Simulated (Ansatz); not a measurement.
## Two runs on ScAl

System: ScAl (Pm-3m, 2 atoms in the cell).
Method of run 1: DFT PBEsol, scalar-relativistic, plane waves, PAW, no spin polarisation (Ansatz 0.2.0).

The structure derives from a Materials Project entry. Text and figures count atoms from 1; the logs count them from 0 in places.

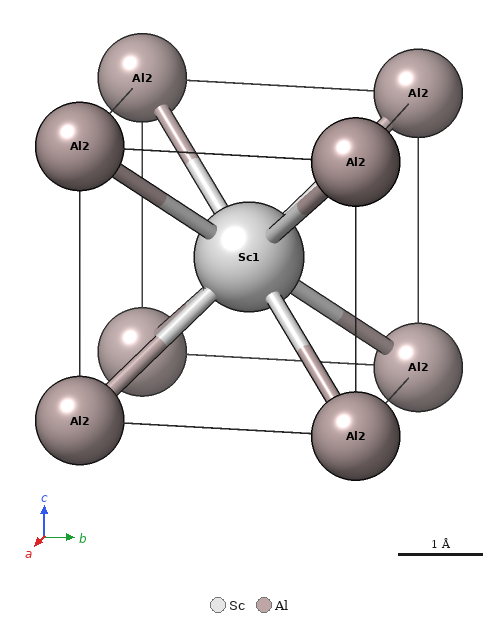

Fig. 1: The starting structure (ball-and-stick view of the cell of the calculation, seen slightly off an axis; atoms are numbered from 1 in the order of the input). An atom can appear more than once, as a periodic image.

**The input, run 1**
```yaml
crystal:
  lattice:
    - [3.37034897, 0.0, 0.0]
    - [0.0, 3.37034897, 0.0]
    - [0.0, 0.0, 3.37034897]
  atoms:
    - { symbol: Sc, position: [0.5, 0.5, 0.5] }
    - { symbol: Al, position: [0.0, 0.0, 0.0] }
basis:
  ecutwfc: 420
kpoints:
  mp_grid: { grid: [12, 12, 12] }
hamiltonian:
  xc: pbesol
scf:
  occupations: { method: gaussian, width: 0.1 }
output:
  forces: true
  stress: true
  eigenvalues: true
relax:
  adjacent_minimum: "off"
  f_tol: 0.01
  max_steps: 60
  cell: { stress_tol: 0.05 }
```

Command:
```bash
ansatz run input.yaml --threads 1 --pin off --max-ram 2560MiB --backend cpu --events-out ev --progress --plain --runs-dir out
```

Hardware: 1 thread of Intel Xeon @ 2.50GHz (Skylake/Cascade Lake), 192 GiB of memory available, shared host.

**Output, shortened to warnings, some set-up lines, iterations and results (run 1)**
```
Basis set: ecut = 420 eV, 739 PW (Γ), exchange–correlation on 48×48×48 points (8 copies of the dense FFT grid, shifted against one another)
Symmetry: 48 space group operations
k-points: 84 of 1728
Initial density: superposition of atomic densities (neutral atoms: chi_scale 0, normalization atom), corrected by the library's trained network
[...]
SCF iter   1: F=—  HF=-2636.849048 eV  |F-HF|=—  |Δ(HF+E_count)|=         —  Δρ=2.55e-3  dr2=3.63e-3  ethr=1.77e-3  ⟨swp⟩=5.0  Hψ=4890  notcnv=0
SCF iter   2: F=—  HF=-2636.847904 eV  |F-HF|=—  |Δ(HF+E_count)|=   1.14e-3  Δρ=1.60e-3  dr2=1.54e-3  ethr=2.59e-5  ⟨swp⟩=1.0  Hψ=1596  notcnv=0
SCF iter   3: F=—  HF=-2636.847380 eV  |F-HF|=—  |Δ(HF+E_count)|=   5.24e-4  Δρ=3.37e-4  dr2=6.54e-5  ethr=1.10e-5  ⟨swp⟩=2.0  Hψ=1178  notcnv=0
SCF iter   4: F=—  HF=-2636.847356 eV  |F-HF|=—  |Δ(HF+E_count)|=   2.36e-5  Δρ=1.78e-4  dr2=1.91e-5  ethr=4.67e-7  ⟨swp⟩=2.3  Hψ=1421  notcnv=0
SCF iter   5: F=—  HF=-2636.847351 eV  |F-HF|=—  |Δ(HF+E_count)|=   4.80e-6  Δρ=7.70e-5  dr2=3.45e-6  ethr=1.37e-7  ⟨swp⟩=1.9  Hψ=1028  notcnv=0
[... 24 lines ...]
SCF iter   3: F=—  HF=-2636.852416 eV  |F-HF|=—  |Δ(HF+E_count)|=   1.01e-8  Δρ=2.24e-6  dr2=2.14e-9  ethr=4.44e-11  ⟨swp⟩=2.3  Hψ=1271  notcnv=0
SCF iter   4: F=—  HF=-2636.852416 eV  |F-HF|=—  |Δ(HF+E_count)|=  5.55e-10  Δρ=5.58e-7  dr2=1.21e-10  ethr=1.53e-11  ⟨swp⟩=2.4  Hψ=1443  notcnv=0
SCF iter   5: F=-2636.852416 eV  HF=-2636.852416 eV  |F-HF|=9.09e-13  |Δ(HF+E_count)|=  2.18e-11  Δρ=2.09e-7  dr2=9.64e-12  ethr=1.00e-12  ⟨swp⟩=3.5  Hψ=3471  notcnv=0
SCF 5 converged in 5 iterations: F = -2636.852416 eV  dr2 = 9.64e-12
relax step   5: F+E_penalty+E_count = -2636.85241617 eV  Δ(F+E_penalty+E_count) = +1.713e-4 eV  max|allowed force component| = 4.207e-30 eV/Å  Δτ_max = 0.0000 Å  P = -0.009 …
basis re-selected at this cell: Δ(F+E_penalty+E_count) = +1.713e-4 eV, ΔP = -0.007 GPa vs the last step (what re-selecting the basis moved, of the pressure what is left beyond the Pulay correction that the steps carried, after the strain that the cell walked since its last selection, with what the …
SCF converged after 5 iterations
Free energy (F): -2636.852416 eV
Harris-Foulkes:  -2636.852416 eV  (|F-HF|=9.09e-13)
Internal energy: -2636.848933 eV  (E = F + TS)
E sigma→0 (E₀):  -2636.850675 eV
Entropy (-TS):   -0.003483 eV (-1.742 meV/atom)
Fermi energy:    9.782877 eV
--- Per-component energies (eV) ---
  E_band       = -147.255383
  E_kinetic    = 285.319767
  E_local      = -908.526797  (includes V_loc(G=0)·N_el)
  E_nonlocal   = 94.924616
  E_hartree    = 329.890554
  E_xc         = -143.420792
  E_vxc        = -158.612074  (∫ρ·V_xc dr)
  E_paw        = -1387.185374  (= ΣΔE_a)
  E_vpaw       = -120.142043  (= ΣTr[D̂ρ^β])
  E_aug_tail   = 0.000009  (compensation charges beyond the density's cutoff)
  E_ewald      = -907.999081
  E_core_change = 0.148164  (= ΣΔE_core)
  E_smearing   = -0.003483  (= −TS)
  E_closure    = -0.000000  (closes the sum)
  Σ components = -2636.852416   (vs F -2636.852416, Δ=0.00e0)
--- Forces (eV/Å), atoms counted from 1 ---
  atom   1  Sc    -0.00000000     0.00000000    -0.00000000
  atom   2  Al     0.00000000    -0.00000000    -0.00000000
  max |Σ_I F_I| component: 8.81e-30 eV/Å
--- Stress (GPa, compression-positive) ---
       -0.008561      -0.000000       0.000000
       -0.000000      -0.008561       0.000000
        0.000000       0.000000      -0.008561
  P = ⅓ Tr σ = -0.0086 GPa (-0.086 kbar)
--- Relaxed structure (4 steps of the walk, 4 accepted, 1 SCFs on fresh bases) ---
  F+E_penalty+E_count = -2636.85241617 eV   max|allowed force component| = 4.207e-30 eV/Å   (the final SCF, on the basis selected at the relaxed cell)
  cell:  # Å, volume = 37.4073 Å³
    - [3.3444038801108085, 1.8055593228630334e-34, -2.547844822262281e-34]
    - [6.941372507895662e-34, 3.3444038801108085, 0.0]
    - [-2.547844822262281e-34, 0.0, 3.3444038801108085]
  atoms:
    - { symbol: Sc, position: [0.49999999999999994, 0.49999999999999994, 0.49999999999999994] }
    - { symbol: Al, position: [-2.3809724669597693e-36, 5.952431167437995e-37, 1.6241113828247928e-48] }
```

The input of run 2 differs as follows (lines with − go, lines with + come):
```diff
-  mp_grid: { grid: [12, 12, 12] }
+  mp_grid: { grid: [1, 1, 1] }
```

Predict how the results change.

The free energy of run 2 is 99.5 meV per atom lower, which measures how much it depends on this numerical setting. A gap of 6.28 eV opens on the mesh, where run 1 has none. Between meshes this is a matter of sampling: the true gap is no larger than the smaller value. The volume per atom goes from 18.70 to 12.75 Å³. The SCF takes 40 iterations over all geometry steps against 24. The irreducible k-points go from 84 to 1. On the same kind of shared host run 2 took about 0.26 times as long.

**Output, shortened to warnings, some set-up lines, iterations and results (run 2)**
```
Basis set: ecut = 420 eV, 739 PW (Γ), exchange–correlation on 48×48×48 points (8 copies of the dense FFT grid, shifted against one another)
Symmetry: 48 space group operations
k-points: 1
Initial density: superposition of atomic densities (neutral atoms: chi_scale 0, normalization atom), corrected by the library's trained network
[...]
SCF iter   1: F=—  HF=-2637.612314 eV  |F-HF|=—  |Δ(HF+E_count)|=         —  Δρ=1.12e-1  dr2=7.56e0  ethr=1.77e-3  ⟨swp⟩=5.0  Hψ=60  notcnv=0
SCF iter   2: F=—  HF=-2635.821572 eV  |F-HF|=—  |Δ(HF+E_count)|=    1.79e0  Δρ=6.41e-2  dr2=1.53e0  ethr=1.77e-3  ⟨swp⟩=4.0  Hψ=35  notcnv=0
SCF iter   3: F=—  HF=-2635.351138 eV  |F-HF|=—  |Δ(HF+E_count)|=   4.70e-1  Δρ=2.03e-2  dr2=1.31e-1  ethr=1.77e-3  ⟨swp⟩=3.0  Hψ=31  notcnv=0
SCF iter   4: F=—  HF=-2635.329570 eV  |F-HF|=—  |Δ(HF+E_count)|=   2.16e-2  Δρ=3.47e-3  dr2=2.57e-3  ethr=9.37e-4  ⟨swp⟩=2.0  Hψ=18  notcnv=0
SCF iter   5: F=—  HF=-2635.330893 eV  |F-HF|=—  |Δ(HF+E_count)|=   1.32e-3  Δρ=1.46e-3  dr2=7.37e-4  ethr=1.84e-5  ⟨swp⟩=2.0  Hψ=22  notcnv=0
[... 44 lines ...]
SCF iter   3: F=—  HF=-2637.051332 eV  |F-HF|=—  |Δ(HF+E_count)|=   6.32e-6  Δρ=3.12e-5  dr2=2.44e-7  ethr=6.49e-9  ⟨swp⟩=2.0  Hψ=13  notcnv=0
SCF iter   4: F=—  HF=-2637.051332 eV  |F-HF|=—  |Δ(HF+E_count)|=   8.39e-8  Δρ=3.21e-6  dr2=7.58e-10  ethr=1.74e-9  ⟨swp⟩=3.0  Hψ=18  notcnv=0
SCF iter   5: F=-2637.051332 eV  HF=-2637.051332 eV  |F-HF|=4.55e-13  |Δ(HF+E_count)|=  1.18e-10  Δρ=4.68e-7  dr2=1.97e-11  ethr=1.00e-12  ⟨swp⟩=3.0  Hψ=48  notcnv=0
SCF 7 converged in 5 iterations: F = -2637.051332 eV  dr2 = 1.97e-11
relax step   7: F+E_penalty+E_count = -2637.05133196 eV  Δ(F+E_penalty+E_count) = +1.141e-3 eV  max|allowed force component| = 1.210e-29 eV/Å  Δτ_max = 0.0000 Å  P = -0.011 …
basis re-selected at this cell: Δ(F+E_penalty+E_count) = +1.141e-3 eV, ΔP = -0.011 GPa vs the last step (what re-selecting the basis moved, of the pressure what is left beyond the Pulay correction that the steps carried, after the strain that the cell walked since its last selection, with what the …
SCF converged after 5 iterations
Free energy (F): -2637.051332 eV
Harris-Foulkes:  -2637.051332 eV  (|F-HF|=4.55e-13)
Internal energy: -2637.051332 eV  (E = F + TS)
E sigma→0 (E₀):  -2637.051332 eV
Fermi energy:    17.308062 eV
--- Per-component energies (eV) ---
  E_band       = -53.944757
  E_kinetic    = 301.288807
  E_local      = -770.840159  (includes V_loc(G=0)·N_el)
  E_nonlocal   = 99.124572
  E_hartree    = 304.679580
  E_xc         = -150.391110
  E_vxc        = -167.812197  (∫ρ·V_xc dr)
  E_paw        = -1389.335151  (= ΣΔE_a)
  E_vpaw       = -125.064879  (= ΣTr[D̂ρ^β])
  E_aug_tail   = 0.000011  (compensation charges beyond the density's cutoff)
  E_ewald      = -1031.726046
  E_core_change = 0.148164  (= ΣΔE_core)
  E_smearing   = -0.000000  (= −TS)
  E_closure    = 0.000000  (closes the sum)
  Σ components = -2637.051332   (vs F -2637.051332, Δ=0.00e0)
--- Forces (eV/Å), atoms counted from 1 ---
  atom   1  Sc     0.00000000     0.00000000     0.00000000
  atom   2  Al     0.00000000     0.00000000     0.00000000
  max |Σ_I F_I| component: 8.84e-29 eV/Å
--- Stress (GPa, compression-positive) ---
       -0.010556      -0.000000       0.000000
       -0.000000      -0.010556       0.000000
        0.000000       0.000000      -0.010556
  P = ⅓ Tr σ = -0.0106 GPa (-0.106 kbar)
--- Relaxed structure (6 steps of the walk, 6 accepted, 1 SCFs on fresh bases) ---
  F+E_penalty+E_count = -2637.05133196 eV   max|allowed force component| = 1.210e-29 eV/Å   (the final SCF, on the basis selected at the relaxed cell)
  cell:  # Å, volume = 25.4988 Å³
    - [2.9433352592625632, -1.905868174133205e-35, -1.5437532210478937e-33]
    - [-1.905868174133205e-35, 2.9433352592625632, -5.135813185032629e-34]
    - [-1.5437532210478937e-33, -5.135813185032629e-34, 2.9433352592625632]
  atoms:
[...]
```

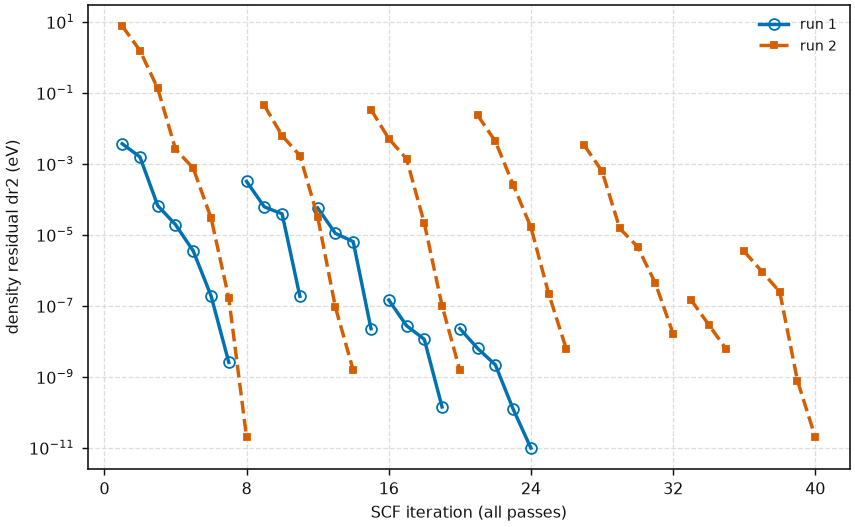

Fig. 2: Convergence of the two runs: density residual dr2 against the SCF iteration. A break in a curve parts two SCF passes. Run 1 takes 24 iterations in all, and run 2 takes 40.

**The two runs side by side**

| quantity | run 1 | run 2 |
| --- | --- | --- |
| outcome | converged | converged |
| free energy per atom (eV) | −1318.4262 | −1318.5257 |
| energy per atom, smearing taken to zero (eV) | −1318.4253 | −1318.5257 |
| gap on the mesh (eV) | 0.00 | 6.28 |
| pressure (GPa) | −0.01 | −0.01 |
| volume per atom (Å³) | 18.70 | 12.75 |
| largest force (eV/Å) | 0.000 | 0.000 |
| SCF iterations | 24 | 40 |
| irreducible k-points | 84 | 1 |
| wall time (shared host) | 15 s | 3.9 s |

For run 2: So coarse a mesh can miss the band edges, so the true gap of this method can be much smaller, or zero. The k-point mesh is coarse for a cell of this size, so the results may not be converged.
